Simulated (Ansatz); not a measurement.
**Run report: Ti$_{3}$O$_{5}$, geometry relaxation (part 2 of 2)**

Ti$_{3}$O$_{5}$ (C2/m, 16 atoms in the cell); DFT PBEsol, scalar-relativistic, plane waves, PAW, no spin polarisation (Ansatz 0.2.0); cutoff 420 eV, 6×6×2 k-mesh, Gaussian smearing of 0.1 eV. The structure derives from an entry of the Crystallography Open Database.

Geometry of the input (Å; fractional positions):
```
4.8760  -1.9010  0.0000
4.8760  1.9010  0.0000
-0.3163  0.0000  9.4367
Ti 0.0538  0.0538  0.3659
Ti 0.9462  0.9462  0.6341
Ti 0.7786  0.7786  0.2669
Ti 0.2214  0.2214  0.7331
Ti 0.1280  0.1280  0.0440
Ti 0.8720  0.8720  0.9560
O  0.9530  0.9530  0.1580
O  0.0470  0.0470  0.8420
O  0.8660  0.8660  0.4410
O  0.1340  0.1340  0.5590
O  0.2410  0.2410  0.2450
O  0.7590  0.7590  0.7550
O  0.5880  0.5880  0.3450
O  0.4120  0.4120  0.6550
O  0.6760  0.6760  0.0600
O  0.3240  0.3240  0.9400
```

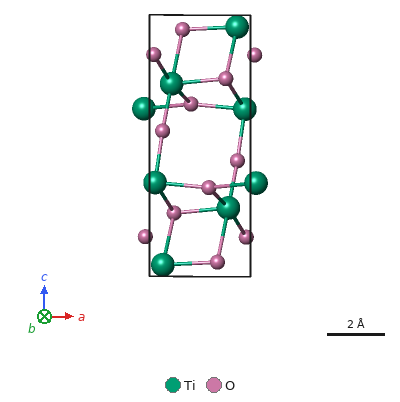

*The geometry at step 3 of the log (ball-and-stick view of the reduced cell, along the b axis).*

**Log, continued**
```
SCF iter   1: F=—  HF=-20475.295902 eV  |F-HF|=—  |Δ(HF+E_count)|=         —  Δρ=2.61e-4  dr2=1.57e-5  ethr=2.85e-8  ⟨swp⟩=4.1  Hψ=14404  notcnv=0
preconditioner: auto → LDOS  [metal: Δε(μ)=0.061 eV  Ē_g=9.969 eV  σ=0.100 eV  W_gap=0.33  n_scr=46 (ndim 8)  ℏωp=26.1 eV  f_vac=0.055  D(μ)=4.16/eV (n_scr^D=28)  β→1.0]
SCF iter   2: F=—  HF=-20475.296199 eV  |F-HF|=—  |Δ(HF+E_count)|=   2.98e-4  Δρ=1.27e-4  dr2=2.06e-5  ethr=1.19e-8  ⟨swp⟩=2.0  Hψ=3229  notcnv=0
SCF iter   3: F=—  HF=-20475.296196 eV  |F-HF|=—  |Δ(HF+E_count)|=   2.77e-6  Δρ=7.82e-5  dr2=9.91e-6  ethr=1.19e-8  ⟨swp⟩=2.0  Hψ=3218  notcnv=0
SCF iter   4: F=—  HF=-20475.296195 eV  |F-HF|=—  |Δ(HF+E_count)|=   1.59e-6  Δρ=2.79e-5  dr2=1.02e-6  ethr=7.51e-9  ⟨swp⟩=2.0  Hψ=3024  notcnv=0
SCF iter   5: F=—  HF=-20475.296195 eV  |F-HF|=—  |Δ(HF+E_count)|=   2.04e-7  Δρ=6.50e-6  dr2=5.33e-8  ethr=7.73e-10  ⟨swp⟩=2.0  Hψ=3067  notcnv=0
SCF iter   6: F=-20475.296195 eV  HF=-20475.296195 eV  |F-HF|=2.43e-9  |Δ(HF+E_count)|=   7.68e-9  Δρ=1.54e-6  dr2=3.39e-9  ethr=1.21e-11  ⟨swp⟩=6.7  Hψ=7347  notcnv=0
SCF 6 converged in 6 iterations: F = -20475.296195 eV  dr2 = 3.39e-9
relax step   6: F+E_penalty+E_count = -20475.29619464 eV  Δ(F+E_penalty+E_count) = +1.582e-2 eV  max|allowed force component| = 2.076e-2 eV/Å  Δτ_max = 0.0000 Å  P = -0.182 GPa  Ω = 170.270 Å³  stress off target by 3.14e-1 GPa  SCF on the basis re-selected at this cell (its energy is not comparable with the rows above)  (6 SCF iters)
basis re-selected at this cell: Δ(F+E_penalty+E_count) = +1.582e-2 eV, ΔP = -0.177 GPa vs the last step (what re-selecting the basis moved, of the pressure what is left beyond the Pulay correction that the steps carried, after the strain that the cell walked since its last selection, with what the two solves' SCF thresholds leave and, on support functions, any second-order correction that the steps lacked; it is no measure of the basis error at this ecutwfc). This SCF's stress stands 3.14e-1 GPa from its target on what of the cell is left free (relax.cell.stress_tol is 5.00e-1 GPa) and its largest allowed force component is 2.08e-2 eV/Å (relax.f_tol is 5.00e-2 eV/Å): within both
SCF converged after 6 iterations
Free energy (F): -20475.296195 eV
Harris-Foulkes:  -20475.296195 eV  (|F-HF|=2.43e-9)
Internal energy: -20475.275388 eV  (E = F + TS)
E sigma→0 (E₀):  -20475.285791 eV
Entropy (-TS):   -0.020807 eV (-1.300 meV/atom)
Fermi energy:    11.977142 eV
--- Per-component energies (eV) ---
  E_band       = -1092.379520
  E_kinetic    = 3394.163998
  E_local      = -9091.651708  (includes V_loc(G=0)·N_el)
  E_nonlocal   = 520.282201
  E_hartree    = 3563.120775
  E_xc         = -1316.577207
  E_vxc        = -1674.699467  (∫ρ·V_xc dr)
  E_paw        = -7650.678090  (= ΣΔE_a)
  E_vpaw       = -1366.742928  (= ΣTr[D̂ρ^β])
  E_aug_tail   = 0.025632  (compensation charges beyond the density's cutoff)
  E_ewald      = -9895.150174
  E_core_change = 1.189185  (= ΣΔE_core)
  E_smearing   = -0.020807  (= −TS)
  E_closure    = -0.000000  (closes the sum)
  Σ components = -20475.296195   (vs F -20475.296195, Δ=0.00e0)
--- Forces (eV/Å), atoms counted from 1 ---
  atom   1  Ti    -0.01669600     0.00000000    -0.00636541
  atom   2  Ti     0.01669600     0.00000000     0.00636541
  atom   3  Ti     0.00354261     0.00000000    -0.02076448
  atom   4  Ti    -0.00354261     0.00000000     0.02076448
  atom   5  Ti    -0.00682539     0.00000000    -0.01045539
  atom   6  Ti     0.00682539     0.00000000     0.01045539
  atom   7  O     -0.00106450     0.00000000     0.00057836
  atom   8  O      0.00106450     0.00000000    -0.00057836
  atom   9  O     -0.00548169     0.00000000     0.00965910
  atom  10  O      0.00548169     0.00000000    -0.00965910
  atom  11  O     -0.00654024     0.00000000     0.01646626
  atom  12  O      0.00654024     0.00000000    -0.01646626
  atom  13  O      0.01010226     0.00000000     0.00365913
  atom  14  O     -0.01010226     0.00000000    -0.00365913
  atom  15  O     -0.00415228     0.00000000     0.00646370
  atom  16  O      0.00415228     0.00000000    -0.00646370
  max |Σ_I F_I| component: 0.00e0 eV/Å
--- Stress (GPa, compression-positive) ---
       -0.215205       0.000000       0.071929
        0.000000      -0.067977      -0.000000
        0.071929      -0.000000      -0.261746
  P = ⅓ Tr σ = -0.1816 GPa (-1.816 kbar)
--- Band table (eV; the first three rows and the last of 26) ---
  k-point 0: bands = ["-46.2546", "-46.2501", "-46.1025", "-46.0333", "-46.0247", "-45.9967", "-22.8888", "-22.8482", "-22.7822", "-22.7687", "-22.7394", "-22.6853", "-22.6526", "-22.6260", "-22.6253", "-22.5753", "-22.5310", "-22.5044", "-22.4330", "-22.3513", "-22.2804", "-22.2417", "-22.2153", "-22.1758", "-8.8548", "-8.2137", "-7.9524", "-7.9093", "-7.6740", "-7.6641", "-7.3850", "-7.1040", "-6.9945", "-6.9615", "4.4403", "4.5945", "4.8301", "4.9822", "4.9920", "5.2033", "5.2953", "5.4535", "5.5731", "5.7433", "5.7844", "5.8482", "5.9411", "6.1292", "6.3997", "6.4927", "6.7604", "6.9445", "7.1178", "7.3269", "7.3598", "7.3715", "7.4209", "7.8016", "7.8599", "8.1898", "8.1929", "8.2475", "8.5798", "8.7393", "11.1758", "11.5077", "12.2507", "12.2542", "12.6525", "12.7449", "12.7600", "12.7710", "12.9385", "13.1976", "13.2995", "13.3806", "13.4074", "13.4674", "13.5339", "13.6114", "13.7838", "13.9018"]
  k-point 1: bands = ["-46.2535", "-46.2512", "-46.1025", "-46.0372", "-46.0190", "-45.9986", "-22.8853", "-22.8686", "-22.7820", "-22.7688", "-22.7164", "-22.6971", "-22.6525", "-22.6260", "-22.6142", "-22.5790", "-22.5311", "-22.5043", "-22.4079", "-22.3713", "-22.2818", "-22.2381", "-22.2251", "-22.1750", "-8.7779", "-8.3702", "-7.9302", "-7.8534", "-7.7215", "-7.6804", "-7.2993", "-7.0877", "-7.0344", "-6.9560", "4.2476", "4.4753", "4.9409", "4.9898", "5.0563", "5.2829", "5.4018", "5.4472", "5.5859", "5.6427", "5.9194", "5.9669", "5.9712", "6.1304", "6.3069", "6.4947", "6.7781", "7.0174", "7.0848", "7.1729", "7.2289", "7.3575", "7.6924", "7.7147", "7.9556", "7.9849", "8.2697", "8.3055", "8.5275", "8.5369", "11.6410", "11.8507", "11.9294", "11.9378", "12.3124", "12.3613", "12.9294", "12.9431", "13.0869", "13.1592", "13.1807", "13.2307", "13.5419", "13.5748", "13.6129", "13.7401", "13.8050", "13.8246"]
  k-point 2: bands = ["-46.2525", "-46.2488", "-46.0999", "-46.0339", "-46.0268", "-45.9971", "-22.8957", "-22.8539", "-22.8078", "-22.7925", "-22.7491", "-22.7053", "-22.6593", "-22.6380", "-22.6144", "-22.5785", "-22.5361", "-22.5174", "-22.4277", "-22.3395", "-22.2867", "-22.2422", "-22.2219", "-22.1821", "-8.6868", "-8.0511", "-7.9279", "-7.7544", "-7.6347", "-7.5838", "-7.3359", "-7.1056", "-6.8809", "-6.8741", "4.2761", "4.6223", "4.7547", "4.8105", "4.8779", "5.0809", "5.1654", "5.2735", "5.4776", "5.6011", "5.6365", "5.7386", "5.7746", "6.0971", "6.1439", "6.3357", "6.5165", "6.7818", "6.9567", "7.0001", "7.2321", "7.5494", "7.5669", "7.6769", "7.7311", "8.0355", "8.1523", "8.3157", "8.4468", "8.6455", "11.1241", "11.7918", "12.2576", "12.5024", "12.6695", "12.7140", "12.8047", "12.8607", "12.9341", "12.9843", "13.1309", "13.1727", "13.2568", "13.3970", "13.4649", "13.5260", "13.7324", "13.9860"]
  k-point 25: bands = ["-46.2478", "-46.2457", "-46.0811", "-46.0516", "-46.0338", "-46.0026", "-22.8026", "-22.7985", "-22.7795", "-22.7792", "-22.7624", "-22.6870", "-22.6850", "-22.5854", "-22.5854", "-22.5389", "-22.5189", "-22.4945", "-22.4367", "-22.4220", "-22.3124", "-22.3006", "-22.2472", "-22.2027", "-8.4311", "-8.1743", "-8.0032", "-7.9219", "-7.7861", "-7.7561", "-7.3141", "-7.2799", "-7.0691", "-7.0078", "4.4362", "4.5402", "4.8529", "4.9515", "4.9534", "5.2371", "5.2645", "5.3747", "5.4680", "5.7779", "5.9346", "6.2041", "6.2309", "6.3955", "6.4206", "6.6596", "6.7493", "6.9045", "6.9208", "7.1497", "7.3873", "7.4690", "7.5458", "7.5924", "7.7181", "7.9846", "8.1353", "8.1376", "8.2738", "8.7794", "11.2803", "11.6018", "11.8145", "11.9521", "12.0429", "12.1984", "12.9283", "12.9353", "13.0475", "13.2387", "13.3602", "13.6335", "13.6356", "13.6402", "13.6925", "13.7140", "13.8750", "13.8814"]
--- Relaxed structure (5 steps of the walk, 5 accepted, 1 SCFs on fresh bases) ---
  F+E_penalty+E_count = -20475.29619464 eV   max|allowed force component| = 2.076e-2 eV/Å   (the final SCF, on the basis selected at the relaxed cell)
  cell:  # Å, volume = 170.2697 Å³
    - [4.836676766288029, -1.9118698453525562, 0.041144279406233775]
    - [4.836676766288029, 1.9118698453525562, 0.041144279406233775]
    - [-0.23416601773797732, 7.259882188673901e-33, 9.20466381118832]
  atoms:
    - { symbol: Ti, position: [0.05511578294223601, 0.05511578294223601, 0.3595737635474489] }
    - { symbol: Ti, position: [0.944884217057764, 0.944884217057764, 0.6404262364525511] }
    - { symbol: Ti, position: [0.77981036896907, 0.77981036896907, 0.262770035014699] }
    - { symbol: Ti, position: [0.22018963103093012, 0.22018963103093012, 0.7372299649853012] }
    - { symbol: Ti, position: [0.13251740279809435, 0.13251740279809435, 0.04450508360440457] }
    - { symbol: Ti, position: [0.8674825972019056, 0.8674825972019056, 0.9554949163955955] }
    - { symbol: O, position: [0.9579715758582489, 0.9579715758582489, 0.15227407308631655] }
    - { symbol: O, position: [0.042028424141751286, 0.042028424141751286, 0.8477259269136834] }
    - { symbol: O, position: [0.8697739295363556, 0.8697739295363556, 0.44365262778381387] }
    - { symbol: O, position: [0.1302260704636445, 0.1302260704636445, 0.5563473722161862] }
    - { symbol: O, position: [0.2442491069992925, 0.2442491069992925, 0.24264079501888344] }
    - { symbol: O, position: [0.7557508930007076, 0.7557508930007076, 0.7573592049811166] }
    - { symbol: O, position: [0.5869941229546782, 0.5869941229546782, 0.3400920629261616] }
    - { symbol: O, position: [0.41300587704532166, 0.41300587704532166, 0.6599079370738384] }
    - { symbol: O, position: [0.6716708948922585, 0.6716708948922585, 0.0545868048432816] }
    - { symbol: O, position: [0.32832910510774166, 0.32832910510774166, 0.9454131951567184] }
```

**Trajectory as extended XYZ (Å, eV, eV/Å), 6 frames, from step=1 to step=6**
```
16
Lattice="4.8760 -1.9010 0.0000 4.8760 1.9010 0.0000 -0.3163 0.0000 9.4367" Properties=species:S:1:pos:R:3:forces:R:3 step=1 energy=-20474.97243 pressure_GPa=-4.54
Ti    0.4089    0.0000    3.4529    0.1743   0.0000  -0.5624
Ti    9.0267    0.0000    5.9838   -0.1743   0.0000   0.5624
Ti    7.5085    0.0000    2.5187   -0.1306   0.0000  -0.7084
Ti    1.9272    0.0000    6.9180    0.1306   0.0000   0.7084
Ti    1.2343    0.0000    0.4152    0.2513   0.0000   0.2049
Ti    8.2013    0.0000    9.0215   -0.2513   0.0000  -0.2049
O     9.2437    0.0000    1.4910    0.4731   0.0000  -0.5719
O     0.1920    0.0000    7.9457   -0.4731   0.0000   0.5719
O     8.3057    0.0000    4.1616    0.6543   0.0000   0.6889
O     1.1299    0.0000    5.2751   -0.6543   0.0000  -0.6889
O     2.2727    0.0000    2.3120   -0.2660   0.0000  -0.0045
O     7.1629    0.0000    7.1247    0.2660   0.0000   0.0045
O     5.6250    0.0000    3.2557   -0.0006   0.0000  -0.0295
O     3.8106    0.0000    6.1810    0.0006   0.0000   0.0295
O     6.5734    0.0000    0.5662   -0.0896   0.0000  -0.2454
O     2.8623    0.0000    8.8705    0.0896   0.0000   0.2454
16
Lattice="4.8865 -1.8997 0.0393 4.8865 1.8997 0.0393 -0.2410 0.0000 9.2589" Properties=species:S:1:pos:R:3:forces:R:3 step=2 energy=-20475.24145 pressure_GPa=-1.25
Ti    0.4538    0.0000    3.3506   -0.0085   0.0000  -0.1894
Ti    9.0782    0.0000    5.9868    0.0085   0.0000   0.1894
Ti    7.5709    0.0000    2.5129   -0.1525   0.0000  -0.3028
Ti    1.9611    0.0000    6.8245    0.1525   0.0000   0.3028
Ti    1.2632    0.0000    0.4211    0.1383   0.0000   0.1309
Ti    8.2688    0.0000    8.9164   -0.1383   0.0000  -0.1309
O     9.3030    0.0000    1.5062    0.3508   0.0000  -0.3179
O     0.2291    0.0000    7.8312   -0.3508   0.0000   0.3179
O     8.3889    0.0000    4.1619    0.3016   0.0000   0.3896
O     1.1432    0.0000    5.1755   -0.3016   0.0000  -0.3896
O     2.3248    0.0000    2.2756   -0.1444   0.0000  -0.0439
O     7.2072    0.0000    7.0618    0.1444   0.0000   0.0439
O     5.6777    0.0000    3.2108   -0.0495   0.0000   0.0299
O     3.8544    0.0000    6.1267    0.0495   0.0000  -0.0299
O     6.5788    0.0000    0.5916   -0.0612   0.0000  -0.1830
O     2.9532    0.0000    8.7459    0.0612   0.0000   0.1830
16
Lattice="4.8531 -1.9064 0.0492 4.8531 1.9064 0.0492 -0.2196 0.0000 9.1888" Properties=species:S:1:pos:R:3:forces:R:3 step=3 energy=-20475.30770 pressure_GPa=0.54
Ti    0.4571    0.0000    3.3022   -0.0103   0.0000   0.0918
Ti    9.0295    0.0000    5.9851    0.0103   0.0000  -0.0918
Ti    7.5272    0.0000    2.4948   -0.1253   0.0000  -0.0185
Ti    1.9594    0.0000    6.7925    0.1253   0.0000   0.0185
Ti    1.2750    0.0000    0.4218    0.0624   0.0000   0.0200
Ti    8.2116    0.0000    8.8655   -0.0624   0.0000  -0.0200
O     9.2671    0.0000    1.4876    0.0065   0.0000   0.0696
O     0.2195    0.0000    7.7996   -0.0065   0.0000  -0.0696
O     8.3507    0.0000    4.1626    0.0018   0.0000   0.0343
O     1.1360    0.0000    5.1247   -0.0018   0.0000  -0.0343
O     2.3200    0.0000    2.2529    0.0109   0.0000  -0.0079
O     7.1666    0.0000    7.0344   -0.0109   0.0000   0.0079
O     5.6322    0.0000    3.1855    0.0088   0.0000  -0.0153
O     3.8544    0.0000    6.1018   -0.0088   0.0000   0.0153
O     6.5162    0.0000    0.5755   -0.0278   0.0000  -0.0322
O     2.9704    0.0000    8.7118    0.0278   0.0000   0.0322
16
Lattice="4.8458 -1.9087 0.0447 4.8458 1.9087 0.0447 -0.2279 0.0000 9.2049" Properties=species:S:1:pos:R:3:forces:R:3 step=4 energy=-20475.31078 pressure_GPa=0.07
Ti    0.4503    0.0000    3.3125   -0.0024   0.0000   0.0414
Ti    9.0134    0.0000    5.9817    0.0024   0.0000  -0.0414
Ti    7.5040    0.0000    2.4904   -0.0537   0.0000  -0.0102
Ti    1.9597    0.0000    6.8038    0.0537   0.0000   0.0102
Ti    1.2729    0.0000    0.4208    0.0109   0.0000   0.0087
Ti    8.1908    0.0000    8.8734   -0.0109   0.0000  -0.0087
O     9.2498    0.0000    1.4852    0.0051   0.0000   0.0261
O     0.2139    0.0000    7.8090   -0.0051   0.0000  -0.0261
O     8.3292    0.0000    4.1618    0.0096   0.0000   0.0166
O     1.1345    0.0000    5.1324   -0.0096   0.0000  -0.0166
O     2.3086    0.0000    2.2546    0.0184   0.0000   0.0049
O     7.1550    0.0000    7.0396   -0.0184   0.0000  -0.0049
O     5.6138    0.0000    3.1859    0.0203   0.0000  -0.0193
O     3.8499    0.0000    6.1083   -0.0203   0.0000   0.0193
O     6.5018    0.0000    0.5651   -0.0185   0.0000  -0.0032
O     2.9618    0.0000    8.7291    0.0185   0.0000   0.0032
16
Lattice="4.8367 -1.9119 0.0411 4.8367 1.9119 0.0411 -0.2342 0.0000 9.2047" Properties=species:S:1:pos:R:3:forces:R:3 step=5 energy=-20475.31202 pressure_GPa=-0.00
Ti    0.4490    0.0000    3.3143   -0.0168   0.0000  -0.0063
Ti    8.9902    0.0000    5.9727    0.0168   0.0000   0.0063
Ti    7.4818    0.0000    2.4829    0.0035   0.0000  -0.0208
Ti    1.9573    0.0000    6.8041   -0.0035   0.0000   0.0208
Ti    1.2715    0.0000    0.4206   -0.0071   0.0000  -0.0107
Ti    8.1677    0.0000    8.8664    0.0071   0.0000   0.0107
O     9.2311    0.0000    1.4805   -0.0011   0.0000   0.0009
O     0.2080    0.0000    7.8065    0.0011   0.0000  -0.0009
O     8.3097    0.0000    4.1552   -0.0059   0.0000   0.0101
O     1.1294    0.0000    5.1317    0.0059   0.0000  -0.0101
O     2.3059    0.0000    2.2535   -0.0063   0.0000   0.0166
O     7.1333    0.0000    7.0334    0.0063   0.0000  -0.0166
O     5.5986    0.0000    3.1787    0.0103   0.0000   0.0034
O     3.8406    0.0000    6.1082   -0.0103   0.0000  -0.0034
O     6.4845    0.0000    0.5577   -0.0044   0.0000   0.0067
O     2.9547    0.0000    8.7292    0.0044   0.0000  -0.0067
16
Lattice="4.8367 -1.9119 0.0411 4.8367 1.9119 0.0411 -0.2342 0.0000 9.2047" Properties=species:S:1:pos:R:3:forces:R:3 step=6 energy=-20475.29619 pressure_GPa=-0.18
Ti    0.4490    0.0000    3.3143   -0.0167   0.0000  -0.0064
Ti    8.9902    0.0000    5.9727    0.0167   0.0000   0.0064
Ti    7.4818    0.0000    2.4829    0.0035   0.0000  -0.0208
Ti    1.9573    0.0000    6.8041   -0.0035   0.0000   0.0208
Ti    1.2715    0.0000    0.4206   -0.0068   0.0000  -0.0105
Ti    8.1677    0.0000    8.8664    0.0068   0.0000   0.0105
O     9.2311    0.0000    1.4805   -0.0011   0.0000   0.0006
O     0.2080    0.0000    7.8065    0.0011   0.0000  -0.0006
O     8.3097    0.0000    4.1552   -0.0055   0.0000   0.0097
O     1.1294    0.0000    5.1317    0.0055   0.0000  -0.0097
O     2.3059    0.0000    2.2535   -0.0065   0.0000   0.0165
O     7.1333    0.0000    7.0334    0.0065   0.0000  -0.0165
O     5.5986    0.0000    3.1787    0.0101   0.0000   0.0037
O     3.8406    0.0000    6.1082   -0.0101   0.0000  -0.0037
O     6.4845    0.0000    0.5577   -0.0042   0.0000   0.0065
O     2.9547    0.0000    8.7292    0.0042   0.0000  -0.0065
```

**Key numbers**

- outcome: converged
- space group (tolerance 0.01 Å): C2/m (12)
- electrons treated: 132
- free energy: −20475.2962 eV
- Fermi energy: 11.977 eV
- gap on the k-point mesh: none (metallic)
- pressure: −0.18 GPa
- final volume: 170.27 Å³
- largest force (length of the vector) at the end: 0.021 eV/Å
- final cell: a = 5.201 Å, b = 5.201 Å, c = 9.208 Å, α = 90.90°, β = 90.90°, γ = 43.13°
- hardware: 4 threads of Intel Xeon (Granite Rapids), 32 GiB of memory available, shared host
- wall time: 22 s (CPU time 83 s)
- peak memory: 0.89 GiB
